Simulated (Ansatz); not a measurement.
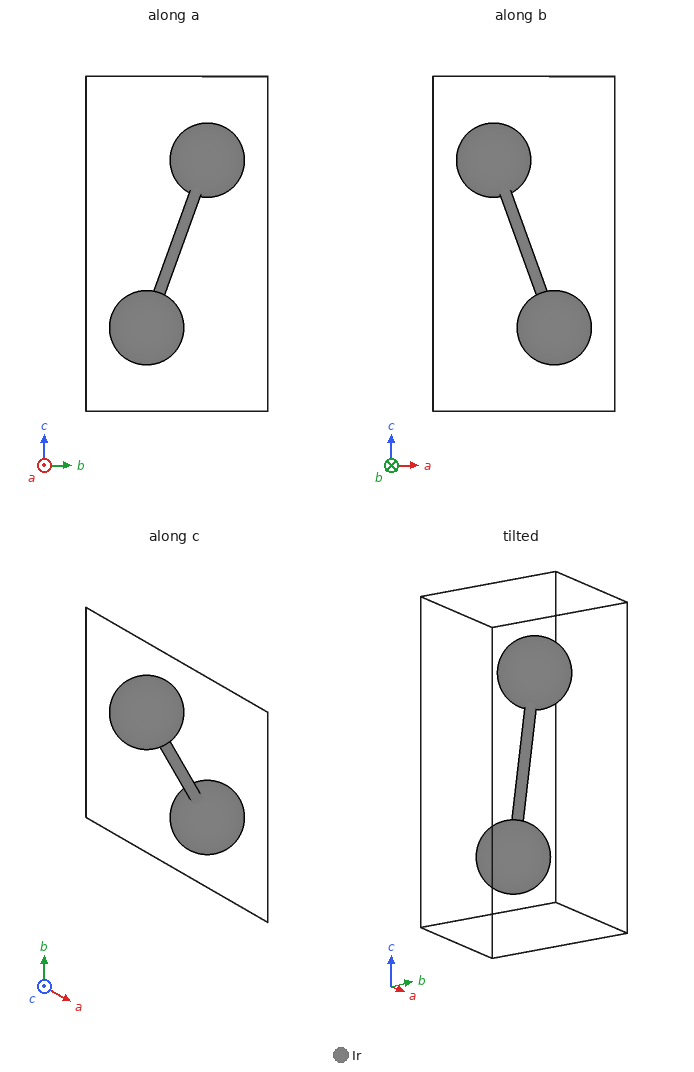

A ball-and-stick rendering, viewed along the a axis, along the b axis, along the c axis and slightly off an axis. The parallelepiped is the conventional unit cell.

Lattice parameters: a = 2.7638 Å, b = 2.7638 Å, c = 4.4080 Å, α = 90.000°, β = 90.000°, γ = 120.000°.

Put the structure into a CIF with its space group and independent sites.

Answer.
```cif
data_structure
_symmetry_space_group_name_H-M 'P 63/m m c'
_symmetry_Int_Tables_number 194
_cell_length_a 2.7638
_cell_length_b 2.7638
_cell_length_c 4.4080
_cell_angle_alpha 90.000
_cell_angle_beta 90.000
_cell_angle_gamma 120.000
_cell_volume 29.16
loop_
_atom_site_label
_atom_site_type_symbol
_atom_site_symmetry_multiplicity
_atom_site_Wyckoff_symbol
_atom_site_fract_x
_atom_site_fract_y
_atom_site_fract_z
_atom_site_occupancy
Ir1 Ir 2 d 0.3333 0.6667 0.7500 1
```

The structure comes from a structure type filled with this element by a generator (whether the element takes this form wasn't checked). Earlier steps of the study may have refined or changed the cell and positions. It went into a calculation with Ansatz.

At this level of theory the cell isn't at rest (stretched, at -13 GPa), so its distances can differ from those at equilibrium, the more so the softer the solid.
